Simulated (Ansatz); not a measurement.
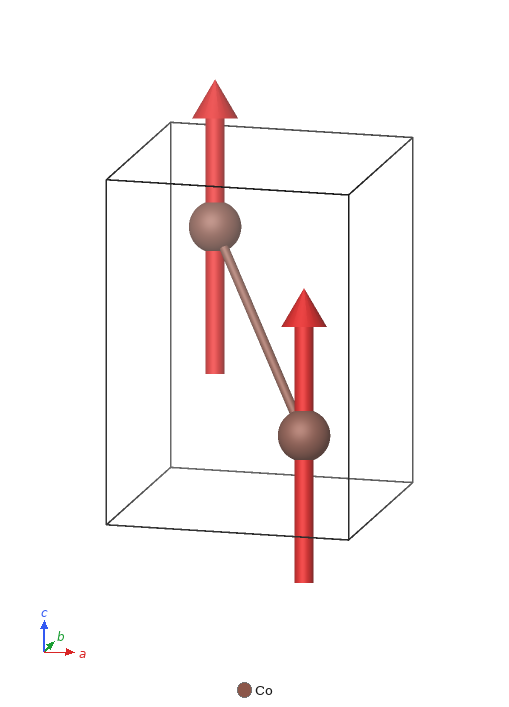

View slightly off an axis, drawn as a ball-and-stick model. Thin lines show the simulation cell, with boundary atoms drawn in all their periodic places. Arrows are the site magnetic moments above 0.25 μB; longer means larger, and red and blue are up and down (without spin-orbit coupling the axis itself is arbitrary).

This is the state reached for Co. Computed with Ansatz, DFT PBE, scalar-relativistic, plane waves, PAW. Settings: an energy cutoff of 420 eV, k-grid 16×16×12, Gaussian smearing of 0.1 eV, collinear spins.

Describe the spin arrangement.

Answer. Ferromagnetic (within this cell). Site moments: 2 Co +1.7 μB. The net spin moment of the whole cell is 3.3 μB.

Provenance: a structure listed in the Materials Project, with elements exchanged, so it need not be a known form of the compound. It is drawn as it came out of a relaxation with DFT PBE, scalar-relativistic, plane waves, PAW (Ansatz 0.2.0).
